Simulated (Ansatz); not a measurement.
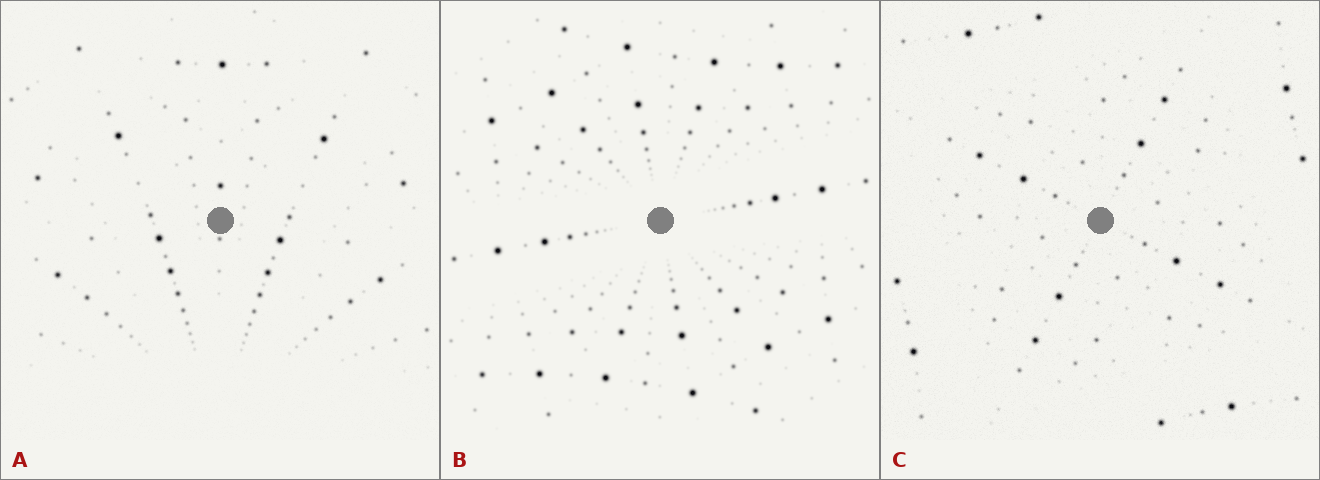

Simulated back-reflection Laue patterns (white X-rays, 0.45 to 2.2 Å, flat plate covering ±45° about the beam, kinematic intensities, seen from the source). Crystal: Rh, space group I4_1/amd (No. 141), a = 4.74 Å, c = 2.71 Å. Structure: the geometry relaxed with Ansatz, DFT r2SCAN, scalar-relativistic, plane waves, PAW; the starting structure was generated, so it need not be a known form of this composition.

```cif
data_structure
_symmetry_space_group_name_H-M 'I4_1/amd:1'
_symmetry_Int_Tables_number 141
_cell_length_a 4.7447
_cell_length_b 4.7447
_cell_length_c 2.7056
_cell_angle_alpha 90.000
_cell_angle_beta 90.000
_cell_angle_gamma 90.000
_cell_volume 60.91
loop_
_atom_site_label
_atom_site_type_symbol
_atom_site_symmetry_multiplicity
_atom_site_Wyckoff_symbol
_atom_site_fract_x
_atom_site_fract_y
_atom_site_fract_z
_atom_site_occupancy
Rh1 Rh 4 a 0.00000 0.00000 0.00000 1
```

Q: The directions [001], [100], [111] point towards the source, in some order. Which is which?

A: A: [111], symmetry m (one mirror line). B: [100], symmetry 2mm (a twofold axis with two mirror lines). C: [001], symmetry 4mm (a fourfold axis with mirror lines). The Laue class is 4/mmm.
